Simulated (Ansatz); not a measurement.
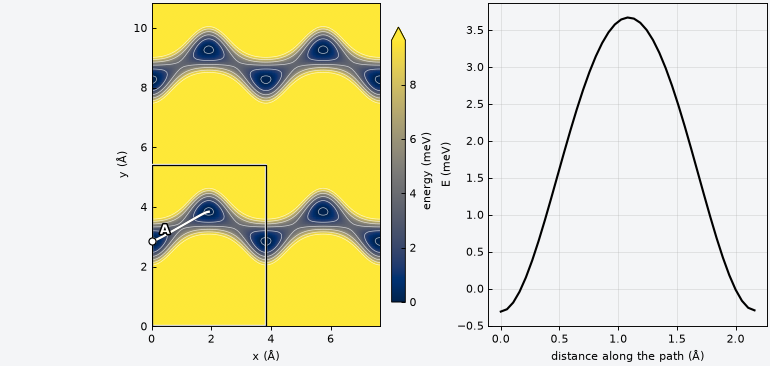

N₂ on a Si(110) slab cut from the Fd-3m phase, its upper half relaxed before the scan (6 atoms of substrate and one adsorbate in a 1 × 1 cell). 
- N2 is moved over the surface cell at a fixed height above a rigid substrate; the origin of the map has the adsorbate above Si5; the height is held at 3.10 Å.
- Places are given modulo a cell vector. The map is drawn in real space over the plane of the surface.
- Grid: 6 × 6 points; 24 points were computed and 12 follow by symmetry.
- Energies are in meV, from the lowest grid point.
- With one adsorbate in each 1 × 1 cell, its nearest image is 3.8 Å away, so neighbouring adsorbates interact. At a fixed height the lowest place need not be the adsorption site.
- All numbers below come from DFT PBE+D3(BJ), scalar-relativistic, plane waves, PAW in Ansatz 0.2.0. Settings: cutoff 420 eV, k-mesh 7×5×1, gaussian smearing 0.05 eV, no spin polarisation.

The picture shows a smooth colour map with a few white contour lines, a line along the lowest path, the outline of one cell of the 2 × 2 shown, one colour for all values above the top of the scale, the energy along the path at the right, the start A. Between grid points the surface is interpolated.

Q: Describe the path and its barrier.

A: The easiest path leads from the well at (0/6, 3/6) of the cell vectors to a well of about the same depth at about (0.50, 0.71) of the cell vectors. Its highest point lies about 4 meV above the bottom of the first well on the interpolated surface, at about (0.25, 0.62) of the cell vectors. This is the barrier on the constrained surface; relaxing the other coordinates would change it.

PAW datasets: the set soft_1.
